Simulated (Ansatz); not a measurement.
## Ti: a changed input and its effect

System: Ti (Cmmm, 3 atoms in the cell).
Method of run 1: DFT PBEsol, scalar-relativistic, plane waves, PAW, no spin polarisation (Ansatz 0.2.0).

The structure derives from a Materials Project entry. Text and figures count atoms from 1; the logs count them from 0 in places.

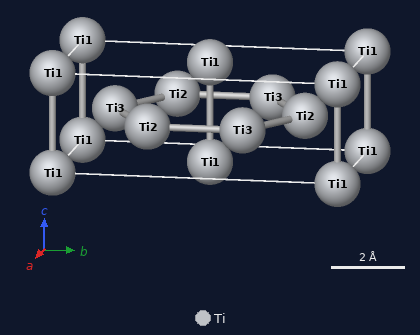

**Figure 1.** The structure (ball-and-stick view of the cell 2 times as large as that of the calculation, set on its symmetry axes, seen slightly off an axis; atoms are numbered from 1 in the order of the input). An atom can appear more than once, as a periodic image.

The input, run 1:
```yaml
crystal:
  lattice:
    - [4.4249842502, 0.0, 0.0]
    - [-2.2124921251, 3.9885630077, 0.0]
    - [0.0, 0.0, 2.7987936488]
  atoms:
    - { symbol: Ti, position: [0.0, 0.0, 0.0] }
    - { symbol: Ti, position: [0.3333333333, 0.6666666667, 0.5] }
    - { symbol: Ti, position: [0.6666666667, 0.3333333333, 0.5] }
basis:
  ecutwfc: 420
kpoints:
  mp_grid: { grid: [12, 12, 18] }
hamiltonian:
  xc: pbesol
scf:
  occupations: { method: gaussian, width: 0.15 }
output:
  forces: true
  stress: true
  eigenvalues: true
```

Launched with:
```bash
ansatz run input.yaml --threads 1 --pin off --max-ram 2560MiB --backend cpu --events-out ev --progress --plain --runs-dir out
```

Hardware: 1 thread of Intel Xeon (Sapphire Rapids), 32 GiB of memory available, shared host.

Output, shortened to warnings, some set-up lines, iterations and results (run 1):
```
Basis set: ecut = 420 eV, 951 PW (Γ), exchange–correlation on 60×64×40 points (8 copies of the dense FFT grid, shifted against one another)
Symmetry: 8 space group operations
k-points: 430 of 2592
Initial density: superposition of atomic densities (neutral atoms: chi_scale 0, normalization atom), corrected by the library's trained network
[...]
SCF iter   1: F=—  HF=-7421.754465 eV  |F-HF|=—  |Δ(HF+E_count)|=         —  Δρ=1.25e-2  dr2=8.13e-2  ethr=1.77e-3  ⟨swp⟩=3.7  Hψ=30255  notcnv=0
SCF iter   2: F=—  HF=-7421.738663 eV  |F-HF|=—  |Δ(HF+E_count)|=   1.58e-2  Δρ=6.61e-3  dr2=2.80e-2  ethr=2.26e-4  ⟨swp⟩=1.9  Hψ=13780  notcnv=0
SCF iter   3: F=—  HF=-7421.733308 eV  |F-HF|=—  |Δ(HF+E_count)|=   5.35e-3  Δρ=4.63e-4  dr2=7.14e-5  ethr=7.79e-5  ⟨swp⟩=2.0  Hψ=11578  notcnv=0
SCF iter   4: F=—  HF=-7421.733302 eV  |F-HF|=—  |Δ(HF+E_count)|=   6.30e-6  Δρ=1.76e-4  dr2=1.24e-5  ethr=1.98e-7  ⟨swp⟩=2.0  Hψ=17539  notcnv=0
SCF iter   5: F=—  HF=-7421.733302 eV  |F-HF|=—  |Δ(HF+E_count)|=   6.05e-7  Δρ=3.48e-5  dr2=8.31e-7  ethr=3.45e-8  ⟨swp⟩=2.0  Hψ=16581  notcnv=0
SCF iter   6: F=—  HF=-7421.733302 eV  |F-HF|=—  |Δ(HF+E_count)|=   1.25e-7  Δρ=1.74e-5  dr2=3.59e-7  ethr=2.78e-10  ⟨swp⟩=5.1  Hψ=36994  notcnv=0
SCF iter   7: F=-7421.733302 eV  HF=-7421.733302 eV  |F-HF|=3.37e-8  |Δ(HF+E_count)|=   7.77e-8  Δρ=6.96e-6  dr2=4.24e-8  ethr=2.78e-10  ⟨swp⟩=2.1  Hψ=31112  notcnv=0
SCF 1 converged in 7 iterations: F = -7421.733302 eV  dr2 = 4.24e-8
SCF converged after 7 iterations
Free energy (F): -7421.733302 eV
Harris-Foulkes:  -7421.733302 eV  (|F-HF|=3.37e-8)
Internal energy: -7421.701706 eV  (E = F + TS)
E sigma→0 (E₀):  -7421.717504 eV
Entropy (-TS):   -0.031595 eV (-10.532 meV/atom)
Fermi energy:    13.980533 eV
--- Per-component energies (eV) ---
  E_band       = -442.217523
  E_kinetic    = 820.386071
  E_local      = -2362.414549  (includes V_loc(G=0)·N_el)
  E_nonlocal   = 28.651392
  E_hartree    = 974.858765
  E_xc         = -291.183000
  E_vxc        = -365.964726  (∫ρ·V_xc dr)
  E_paw        = -3068.122253  (= ΣΔE_a)
  E_vpaw       = -512.589623  (= ΣTr[D̂ρ^β])
  E_aug_tail   = 0.000333  (compensation charges beyond the density's cutoff)
  E_ewald      = -3524.296619
  E_core_change = 0.418153  (= ΣΔE_core)
  E_smearing   = -0.031595  (= −TS)
  E_closure    = 0.000000  (closes the sum)
  Σ components = -7421.733302   (vs F -7421.733302, Δ=0.00e0)
--- Forces (eV/Å), atoms counted from 1 ---
  atom   1  Ti    -0.00000000     0.00000000     0.00000000
  atom   2  Ti     0.00000000    -0.01189981     0.00000000
  atom   3  Ti     0.00000000     0.01189981     0.00000000
  max |Σ_I F_I| component: 3.16e-30 eV/Å
--- Stress (GPa, compression-positive) ---
        2.381965       0.000000       0.000000
        0.000000      -2.294470       0.000000
        0.000000       0.000000       0.064268
  P = ⅓ Tr σ = 0.0506 GPa (0.506 kbar)
```

The input of run 2 differs as follows (lines with − go, lines with + come):
```diff
-    - [4.4249842502, 0.0, 0.0]
-    - [-2.2124921251, 3.9885630077, 0.0]
+    - [4.583019402, 0.0, 0.0]
+    - [-2.291509701, 3.8517005515, 0.0]
```

How does run 2 compare with run 1?

With the same functional and potentials, run 2 lies 2.1 meV per atom lower. The largest force goes from 0.012 to 0.036 eV/Å. The number of SCF iterations is the same.

Output, shortened to warnings, some set-up lines, iterations and results (run 2):
```
Basis set: ecut = 420 eV, 951 PW (Γ), exchange–correlation on 64×60×40 points (8 copies of the dense FFT grid, shifted against one another)
Symmetry: 8 space group operations
k-points: 430 of 2592
Initial density: superposition of atomic densities (neutral atoms: chi_scale 0, normalization atom), corrected by the library's trained network
[...]
SCF iter   1: F=—  HF=-7421.761000 eV  |F-HF|=—  |Δ(HF+E_count)|=         —  Δρ=1.25e-2  dr2=8.25e-2  ethr=1.77e-3  ⟨swp⟩=3.6  Hψ=30259  notcnv=0
SCF iter   2: F=—  HF=-7421.745094 eV  |F-HF|=—  |Δ(HF+E_count)|=   1.59e-2  Δρ=6.66e-3  dr2=2.87e-2  ethr=2.29e-4  ⟨swp⟩=1.9  Hψ=13825  notcnv=0
SCF iter   3: F=—  HF=-7421.739648 eV  |F-HF|=—  |Δ(HF+E_count)|=   5.45e-3  Δρ=4.60e-4  dr2=7.25e-5  ethr=7.97e-5  ⟨swp⟩=2.0  Hψ=11563  notcnv=0
SCF iter   4: F=—  HF=-7421.739643 eV  |F-HF|=—  |Δ(HF+E_count)|=   4.94e-6  Δρ=1.74e-4  dr2=1.21e-5  ethr=2.01e-7  ⟨swp⟩=2.0  Hψ=17531  notcnv=0
SCF iter   5: F=—  HF=-7421.739643 eV  |F-HF|=—  |Δ(HF+E_count)|=   4.32e-7  Δρ=2.88e-5  dr2=3.20e-7  ethr=3.35e-8  ⟨swp⟩=2.0  Hψ=16784  notcnv=0
SCF iter   6: F=—  HF=-7421.739643 eV  |F-HF|=—  |Δ(HF+E_count)|=   1.79e-7  Δρ=1.20e-5  dr2=1.36e-7  ethr=2.78e-10  ⟨swp⟩=5.0  Hψ=36154  notcnv=0
SCF iter   7: F=-7421.739643 eV  HF=-7421.739643 eV  |F-HF|=2.91e-9  |Δ(HF+E_count)|=   1.82e-8  Δρ=2.31e-6  dr2=3.88e-9  ethr=2.78e-10  ⟨swp⟩=3.8  Hψ=27801  notcnv=0
SCF 1 converged in 7 iterations: F = -7421.739643 eV  dr2 = 3.88e-9
SCF converged after 7 iterations
Free energy (F): -7421.739643 eV
Harris-Foulkes:  -7421.739643 eV  (|F-HF|=2.91e-9)
Internal energy: -7421.708403 eV  (E = F + TS)
E sigma→0 (E₀):  -7421.724023 eV
Entropy (-TS):   -0.031240 eV (-10.413 meV/atom)
Fermi energy:    13.978972 eV
--- Per-component energies (eV) ---
  E_band       = -442.343041
  E_kinetic    = 820.346385
  E_local      = -2362.348415  (includes V_loc(G=0)·N_el)
  E_nonlocal   = 28.627403
  E_hartree    = 974.776539
  E_xc         = -291.177340
  E_vxc        = -365.956901  (∫ρ·V_xc dr)
  E_paw        = -3068.105636  (= ΣΔE_a)
  E_vpaw       = -512.563038  (= ΣTr[D̂ρ^β])
  E_aug_tail   = 0.000340  (compensation charges beyond the density's cutoff)
  E_ewald      = -3524.245832
  E_core_change = 0.418153  (= ΣΔE_core)
  E_smearing   = -0.031240  (= −TS)
  E_closure    = 0.000000  (closes the sum)
  Σ components = -7421.739643   (vs F -7421.739643, Δ=0.00e0)
--- Forces (eV/Å), atoms counted from 1 ---
  atom   1  Ti     0.00000000     0.00000000     0.00000000
  atom   2  Ti     0.00000000     0.03640670     0.00000000
  atom   3  Ti     0.00000000    -0.03640670    -0.00000000
  max |Σ_I F_I| component: 0.00e0 eV/Å
--- Stress (GPa, compression-positive) ---
       -1.750594      -0.000000       0.000000
       -0.000000       1.768767      -0.000000
        0.000000      -0.000000       0.050225
  P = ⅓ Tr σ = 0.0228 GPa (0.228 kbar)
```

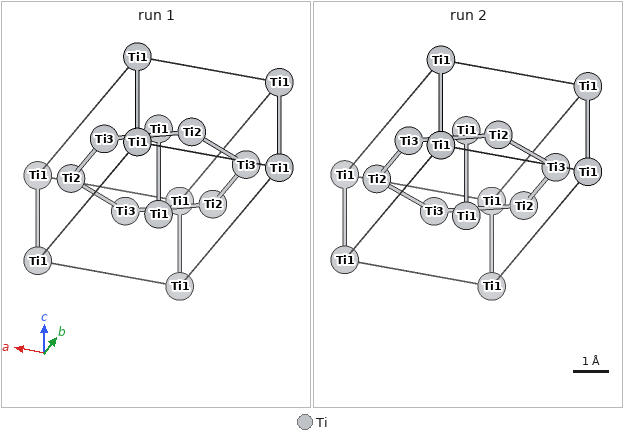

**Figure 2.** The two input geometries at one scale (ball-and-stick view of the cell 2 times as large as that of the calculation, set on its symmetry axes, seen at an oblique angle). No atom moves by more than 0.005 Å relative to the cell. The drawn cell changes at constant volume: a 4.425 → 4.583 Å (+3.6 %), b 7.977 → 7.703 Å (−3.4 %), c stays at 2.799 Å. Among the contacts that change: Ti2–Ti3 2.659 → 2.568 Å.

The two runs side by side:

| quantity | run 1 | run 2 |
| --- | --- | --- |
| outcome | converged | converged |
| free energy per atom (eV) | −2473.9111 | −2473.9132 |
| energy per atom, smearing taken to zero (eV) | −2473.9058 | −2473.9080 |
| gap on the mesh (eV) | 0.00 | 0.00 |
| pressure (GPa) | 0.05 | 0.02 |
| largest force (eV/Å) | 0.012 | 0.036 |
| SCF iterations | 7 | 7 |
| irreducible k-points | 430 | 430 |
| plane waves at Γ | 951 | 951 |
| wall time (shared host) | 17 s | 16 s |
